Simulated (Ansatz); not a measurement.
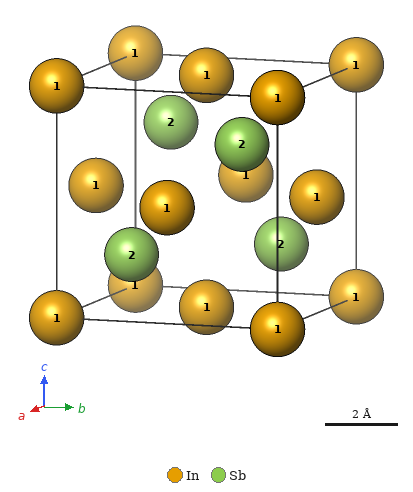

Fig. 1: The input geometry (spheres-only view of the cell 4 times as large as that of the calculation, set on its symmetry axes, seen slightly off an axis; atoms are numbered from 1 in the order of the input). An atom can appear more than once, as a periodic image.

**Wannier-function calculation of InSb**

- system: InSb (F-43m, 2 atoms in the cell)
- method: maximally localised Wannier functions of r2SCAN bands, plane waves, PAW, no spin polarisation (Ansatz 0.2.0)

The structure was built on a prototype by a generator. The geometry comes from this level: r2SCAN. It belongs to a series of runs on one base structure; here: anion s p. Figures and captions count atoms from 1; the log counts them from 0 in places.

The input
```yaml
crystal:
  lattice:
    - [0.0, 3.2795130136, 3.2795130136]
    - [3.2795130136, 0.0, 3.2795130136]
    - [3.2795130136, 3.2795130136, 0.0]
  atoms:
    - { symbol: In, position: [0.0, 0.0, 0.0] }
    - { symbol: Sb, position: [0.25, 0.25, 0.25] }
kpoints:
  mp_grid: { grid: [6, 6, 6] }
  band_path:
    path:
      - [[0.0, 0.0, 0.0], [-0.5, -0.5, 2.897408463451e-17], [-0.375, -0.375, 0.25]]
      - [[-0.375, -1.390324619314e-17, 0.375], [0.0, 0.0, 0.0], [-8.324044010215e-17, -1.256144718073e-17, 0.5], [-0.5, -0.25, 0.25], [-0.5, -0.5, 2.897408463451e-17]]
    npoints: 10
hamiltonian:
  xc: r2scan
scf:
  occupations: { method: fermi_dirac, width: 0.02 }
  n_extra_bands: 6
output:
  forces: false
  stress: false
  eigenvalues: true
  wannier:
    kmesh: [4, 4, 4]
    projections: [{ species: Sb, l: s, shell: 5 }, { species: Sb, l: p, shell: 5 }]
    minimise: true
    write_hr: true
    conv_tol: 1.0e-08
    max_iter: 3000
  write_density: true
  write_potential: true
  elf: true
  volumetric_format: npy
```

File wannier.win
```
! ansatz wannier90 interface
! projections by site (counted from 0) and shell: 1 5S, 1 5P
! states of the run's bands (counted from 1): 11-14
! their least projectability: 0.7135
num_bands = 4
num_wann  = 4
num_iter  = 2000
conv_tol = 1e-8
conv_window = 5
guiding_centres = true
write_hr = true

begin unit_cell_cart
Ang
                      0.0             3.2795130136             3.2795130136
             3.2795130136                      0.0             3.2795130136
             3.2795130136             3.2795130136                      0.0
end unit_cell_cart

begin atoms_frac
In                       0.0                      0.0                      0.0
Sb                      0.25                     0.25                     0.25
end atoms_frac

mp_grid = 4 4 4
```

Hardware: 4 threads of Arm Neoverse V1, 24 GiB of memory available, shared host.

Run as:
```bash
ansatz run input.yaml --threads 4 --pin off --max-ram 3686MiB --backend cpu --events-out ev --progress --plain --runs-dir out
```

Output
```
scf.n_extra_bands = 6 over 14 filled bands (N_el = 28.0): the run solves 20 bands
Engine: ansatz 0.2.0, aarch64-unknown-linux-gnu
Pseudopotentials: kind: paw
Pseudopotential: In, paw, valence charge 13, recommended cutoff 500 eV (meta_gga), In.paw.azcp
Pseudopotential: Sb, paw, valence charge 15, recommended cutoff 500 eV (meta_gga), Sb.paw.azcp
Functional definition: r2SCAN
  parameter k0 = 0.174
  parameter k1 = 0.065
  parameter a1 = 4.9479
  exchange = r2scan_x(k0 = k0, k1 = k1, a1 = a1)
  correlation = r2scan_c
Crystal: 2 atoms, lattice volume = 70.544 Å³
Basis set: ecut = 500 eV, 1807 PW (Γ), exchange–correlation on 144×144×144 points (64 copies of the dense FFT grid, shifted against one another)
Bands: 20, of which v1, the nominal top of the filled ones, is band 14 counted from 1 (13 counted from 0)
Symmetry: 24 space group operations
Space group: F-43m (ITA 216), of the structure as read, at distance tolerance 4.1e-5 Å
k-points: 16 of 216 (time reversal used)
Non-local potential: In, projectors of the file, l = 0: 2, l = 1: 2, l = 2: 2, l = 3: 2
Non-local potential: Sb, projectors of the file, l = 0: 2, l = 1: 2, l = 2: 2, l = 3: 2
PAW form: soft (Blöchl's): semilocal exchange-correlation on the pseudo side does not see the compensation charge
PAW frozen core: In, regenerated for the run's functional (the file was generated under x = pbe(κ = 0.804, μ = 0.2195149727645171), c = pbe(β = 0.06672455060314922))
PAW frozen core: Sb, regenerated for the run's functional (the file was generated under x = pbe(κ = 0.804, μ = 0.2195149727645171), c = pbe(β = 0.06672455060314922))
PAW one-centre angular grid: In, 590 points (default); XC on 289 of its mesh's 2783 points in the sphere
PAW one-centre angular grid: Sb, 590 points (default); XC on 160 Gauss nodes
Initial density: superposition of atomic densities (neutral atoms: chi_scale 0, normalization atom), corrected by the library's trained network
Initial wavefunctions: pseudopotential atomic-orbital guess
Functional: x = r2scan, c = r2scan; τ floored in thin density (d = 2e-4 eV/Å³)
SCF iter   1: F=—  HF=-12111.415204 eV  |F-HF|=—  |Δ(HF+E_count)|=         —  Δρ=5.97e-3  dr2=1.45e-2  dr2_τ=6.19e-3  ethr=1.77e-3  ⟨swp⟩=6.8  Hψ=1877  notcnv=0
preconditioner: auto → none  [insulator: Δε(μ)=0.720 eV  Ē_g=16.087 eV  σ=0.020 eV  W_gap=0.68  n_scr=14 (ndim 8)  ℏωp=18.8 eV  f_vac=0.121  D(μ)=0.32/eV (n_scr^D=0)  ε∞_Penn≈2.4]
SCF iter   2: F=—  HF=-12111.421380 eV  |F-HF|=—  |Δ(HF+E_count)|=   6.18e-3  Δρ=1.88e-3  dr2=1.64e-3  dr2_τ=6.40e-5  ethr=5.17e-5  ⟨swp⟩=3.0  Hψ=711  notcnv=0  defer=27
SCF iter   3: F=—  HF=-12111.421781 eV  |F-HF|=—  |Δ(HF+E_count)|=   4.01e-4  Δρ=8.58e-4  dr2=2.61e-4  dr2_τ=7.21e-6  ethr=5.86e-6  ⟨swp⟩=2.1  Hψ=419  notcnv=0  defer=27
SCF iter   4: F=—  HF=-12111.421848 eV  |F-HF|=—  |Δ(HF+E_count)|=   6.71e-5  Δρ=1.24e-4  dr2=6.65e-6  dr2_τ=1.37e-7  ethr=9.32e-7  ⟨swp⟩=2.8  Hψ=490  notcnv=0  defer=27
SCF iter   5: F=—  HF=-12111.421846 eV  |F-HF|=—  |Δ(HF+E_count)|=   2.29e-6  Δρ=2.12e-5  dr2=2.67e-7  dr2_τ=8.53e-9  ethr=2.37e-8  ⟨swp⟩=2.1  Hψ=510  notcnv=0  defer=27
SCF iter   6: F=-12111.421846 eV  HF=-12111.421846 eV  |F-HF|=5.72e-9  |Δ(HF+E_count)|=   5.92e-8  Δρ=4.70e-6  dr2=9.41e-9  dr2_τ=4.25e-10  ethr=3.57e-10  ⟨swp⟩=8.1  Hψ=1384  notcnv=0
SCF 1 converged in 6 iterations: F = -12111.421846 eV  dr2 = 9.41e-9
  greatest PAW one-centre occupation: 0.993 electrons in one spin orbital (limit 2), on the Sb atom at site 1 (counted from 0), in its partial waves of l = 2
```

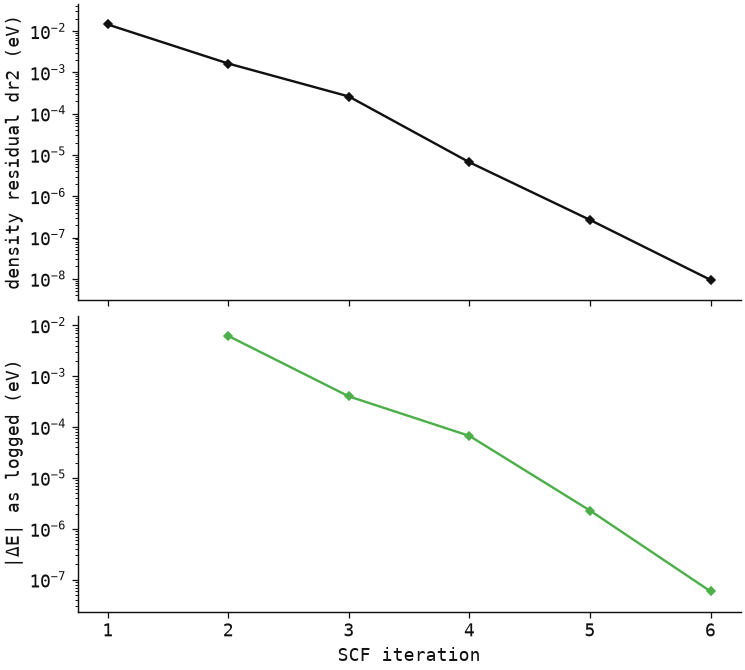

Fig. 2: Convergence of the self-consistent field: density residual dr2 and size of the energy change against the SCF iteration. The residual falls at every step.

```
NSCF: frozen V_eff on 62 k-points
NSCF: frozen V_eff on 10 k-points
WARN: eigensolver did not converge in 3 slots of this pass, the one above among them; of largest residual over every band (k=6): 1 band(s) unlocked (lowest unlocked band 19, counted from 0; max residual 9.90e-6 eV among the unlocked bands, 9.90e-6 eV over every band); of lowest unlocked band (k=4): band 19
the Wannier pass solved 10 of the 64 points of its mesh, and has the states at the others by symmetry: states obtained by the crystal's operations at points that were solved too leave a residual of 1.82e-13 eV (read by the count's bands and the next), within 6.67e-6 eV
SCF converged after 6 iterations
Free energy (F): -12111.421846 eV
Harris-Foulkes:  -12111.421846 eV  (|F-HF|=5.72e-9)
Internal energy: -12111.421437 eV  (E = F + TS)
E sigma→0 (E₀):  -12111.421642 eV
Entropy (-TS):   -0.000409 eV (-0.205 meV/atom)
Fermi energy:    6.760086 eV
--- Per-component energies (eV) ---
  E_band       = -289.874353
  E_kinetic    = 448.935073
  E_local      = -3249.568833  (includes V_loc(G=0)·N_el)
  E_nonlocal   = 731.429361
  E_hartree    = 1397.900759
  E_xc         = -327.570719
  E_vxc        = -208.554956  (∫ρ·V_xc dr)
  E_paw        = -8787.789556  (= ΣΔE_a)
  E_vpaw       = -822.272227  (= ΣTr[D̂ρ^β])
  E_aug_tail   = 0.000007  (compensation charges beyond the density's cutoff)
  E_vtau       = 14.352698  (kinetic-family band-sum trace: ∫τ·v_τ [+ j·A + Jᵃ·Aᵃ] dr)
  E_ewald      = -2326.229111
  E_core_change = 1.471583  (= ΣΔE_core)
  E_smearing   = -0.000409  (= −TS)
  E_closure    = -0.000000  (closes the sum)
  Σ components = -12111.421846   (vs F -12111.421846, Δ=0.00e0)
--- Band table (eV; the first three rows and the last of 16) ---
  k-point 0: bands = ["-22.4712", "-22.4712", "-22.4712", "-22.4525", "-22.4525", "-8.3293", "-8.3293", "-8.3293", "-8.2456", "-8.2456", "-4.1431", "6.7341", "6.7341", "6.7341", "6.7484", "9.9652", "9.9652", "9.9652", "12.8868", "15.4782"]
  k-point 1: bands = ["-22.4712", "-22.4710", "-22.4710", "-22.4524", "-22.4524", "-8.3404", "-8.3240", "-8.3240", "-8.2459", "-8.2459", "-3.8940", "4.3240", "6.4103", "6.4103", "7.9137", "10.4167", "10.4167", "10.7209", "13.9931", "14.5043"]
  k-point 2: bands = ["-22.4712", "-22.4705", "-22.4705", "-22.4521", "-22.4521", "-8.3621", "-8.3146", "-8.3146", "-8.2454", "-8.2454", "-3.2532", "2.1473", "5.9356", "5.9356", "7.6610", "10.8351", "10.8351", "12.8420", "13.9082", "14.9307"]
  k-point 15: bands = ["-22.4718", "-22.4700", "-22.4691", "-22.4526", "-22.4511", "-8.3962", "-8.2956", "-8.2886", "-8.2570", "-8.2422", "-2.1647", "0.9199", "4.0562", "4.1652", "9.6427", "9.7558", "12.7629", "12.9970", "16.1324", "17.0278"]
Wannier search: line search 1 of at most 3000: gauge-dependent spread (as the search counts it) 4.8329468 Å², largest recent change 2.8e-1 Å² and fall left 2.5e-3 Å² against conv_tol 1.0e-8 Å², 0 stops escaped
```

File rho_z.tsv
```
# z_ang	rho[e/angstrom^3]
# format = ansatz-planar-average/11
# lattice	0.000000000	3.279513014	3.279513014
# lattice	3.279513014	0.000000000	3.279513014
# lattice	3.279513014	3.279513014	0.000000000
# sites	2
# site	49	0.000000000	0.000000000	0.000000000
# site	51	1.639756507	1.639756507	1.639756507
0.000000	7.278361e-1
0.128831	7.299617e-1
0.257663	6.988556e-1
0.386494	6.570187e-1
0.515326	6.325524e-1
0.644157	6.480633e-1
0.772989	7.087398e-1
0.901820	7.948649e-1
1.030652	8.663341e-1
1.159483	8.815121e-1
1.288314	8.204688e-1
1.417146	6.958476e-1
1.545977	5.432312e-1
1.674809	3.998014e-1
1.803640	2.877018e-1
1.932472	2.107764e-1
2.061303	1.614890e-1
2.190134	1.297647e-1
2.318966	1.080787e-1
2.447797	9.233024e-2
2.576629	8.070504e-2
2.705460	7.238772e-2
2.834292	6.692256e-2
2.963123	6.409668e-2
3.091955	6.399059e-2
3.220786	6.709023e-2
3.349617	7.437906e-2
3.478449	8.771682e-2
3.607280	1.106428e-1
3.736112	1.484138e-1
3.864943	2.062182e-1
3.993775	2.863406e-1
4.122606	3.858328e-1
4.251437	4.955212e-1
4.380269	6.005317e-1
4.509100	6.830021e-1
```

File v_z.tsv
```
# z_ang	v_es[eV]	v_tot[eV]
# format = ansatz-planar-average/11
# xc	r2scan
# density_cutoff_ev	2000
# datasets	In=:simpson_from_first_knot:soft:shift=0	Sb=:simpson_from_first_knot:soft:shift=0
# lattice	0.000000000	3.279513014	3.279513014
# lattice	3.279513014	0.000000000	3.279513014
# lattice	3.279513014	3.279513014	0.000000000
# sites	2
# site	49	0.000000000	0.000000000	0.000000000
# site	51	1.639756507	1.639756507	1.639756507
0.000000	4.707517e-1	-1.125151e1
0.128831	-1.660419e-1	-1.218196e1
0.257663	-6.582534e-1	-1.284366e1
0.386494	-9.237344e-1	-1.316726e1
0.515326	-9.178927e-1	-1.313078e1
0.644157	-6.429169e-1	-1.274015e1
0.772989	-1.408866e-1	-1.206468e1
0.901820	5.181979e-1	-1.117222e1
1.030652	1.241186e0	-1.017497e1
1.159483	1.928600e0	-9.204201e0
1.288314	2.521446e0	-8.275849e0
1.417146	3.055913e0	-7.349189e0
1.545977	3.607157e0	-6.363333e0
1.674809	4.213110e0	-5.242433e0
1.803640	4.896190e0	-4.002413e0
1.932472	5.665147e0	-2.701013e0
2.061303	6.506373e0	-1.366952e0
2.190134	7.372952e0	-6.427661e-2
2.318966	8.186305e0	1.132059e0
2.447797	8.858660e0	2.124756e0
2.576629	9.335407e0	2.846905e0
2.705460	9.619794e0	3.320654e0
2.834292	9.747649e0	3.554107e0
2.963123	9.740378e0	3.591173e0
3.091955	9.604220e0	3.482208e0
3.220786	9.339178e0	3.157219e0
3.349617	8.930892e0	2.642717e0
3.478449	8.324959e0	1.929332e0
3.607280	7.499157e0	7.807763e-1
3.736112	6.517482e0	-8.127665e-1
3.864943	5.474691e0	-2.589381e0
3.993775	4.451497e0	-4.397273e0
4.122606	3.500968e0	-6.111418e0
4.251437	2.650050e0	-7.618255e0
4.380269	1.887465e0	-8.954125e0
4.509100	1.168601e0	-1.016344e1
```

File wannier.spreads.toml
```
omega_i_ang2 = 8.75451272752965
omega_d_ang2 = 0.011580620914515548
omega_od_ang2 = 0.7586867214825108
omega_total_ang2 = 9.524780069926678
least_projectability = 0.7134788711721998
b_vectors_match_mmn = true
n_iter = 21
converged = true
rejected_fitted_steps = 0

[[wannier]]
r = [2.2853783867235986, 0.9941346269091769, 2.285378386707349]
spread = 2.3811950173633214

[[wannier]]
r = [0.9941346268823172, 2.285378386664564, 2.2853783866823054]
spread = 2.3811950174632663

[[wannier]]
r = [2.2853783866595223, 2.285378386715131, 0.9941346269584933]
spread = 2.3811950175443464

[[wannier]]
r = [0.9941346269240476, 0.9941346269108362, 0.9941346268926659]
spread = 2.3811950175557186

[[curvature_check]]
after_line_search = 9
omega_tilde_before_ang2 = 4.829119517677866
krylov_steps = 29
lowest_ritz_value_ang2 = -4.1280372532471
residual_ang2 = 4.4841413291938694e-8
settled = true
first_negative_step = 2
curvature_along_ang2 = -2.8775889833938817
angle_rad = 1.5707963267948966
omega_tilde_after_ang2 = 2.8185061491437295
outcome = "escaped"

[[curvature_check]]
after_line_search = 21
omega_tilde_before_ang2 = 0.7702673423970263
krylov_steps = 22
lowest_ritz_value_ang2 = 5.020886758235739
residual_ang2 = 4.363426311670837e-8
settled = true
outcome = "no-negative-curvature"
```

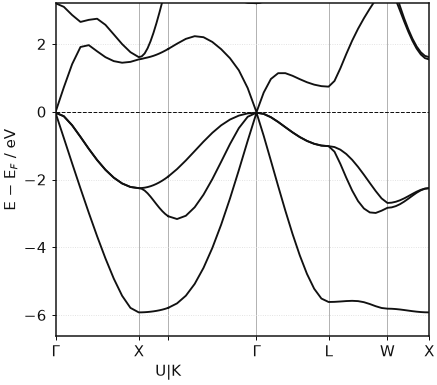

Fig. 3: Band structure along Γ–X–U|K–Γ–L–W–X, with energies from the Fermi level.

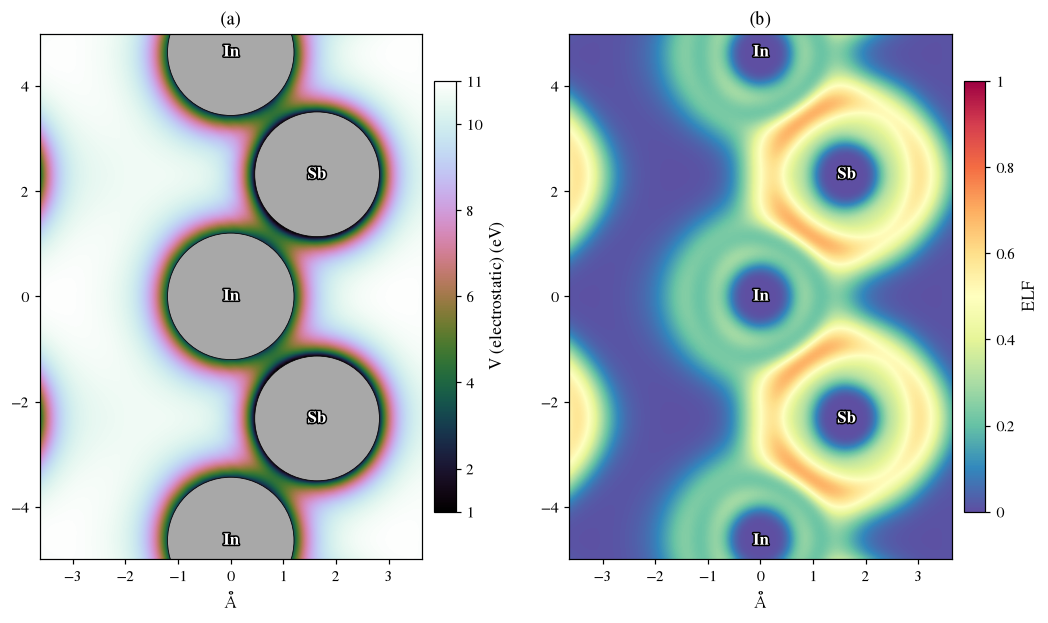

Fig. 4: (a) electrostatic potential (local pseudopotential plus Hartree) felt by an electron; (b) electron localisation function on the (011) plane of the conventional cell. Grey discs, where drawn, cover atomic cores. The section cuts through In and Sb sites. In–Sb (2.84 Å): the ELF peaks at about 0.70 between the atoms. Outside the cores the potential energy rises away from the atoms and is highest about 2.8 Å from the nearest atoms; outside the discs it spans about 10 eV, and its zero is arbitrary. In a PAW calculation such maps are meaningful between the atoms, not at the nuclei.

Key numbers

| quantity | value |
| --- | --- |
| outcome | converged |
| space group (tolerance 0.01 Å) | F-43m (216) |
| electrons treated | 28 |
| free energy | −12111.4218 eV |
| total spread of the Wannier functions | 9.525 Å² |
| Fermi energy | 6.760 eV |
| band gap | 0.01 eV |
| wall time | 5.1 s (CPU time 19 s) |
| peak memory | 0.51 GiB |

Remarks

The program warns: the eigensolver left some states unconverged.
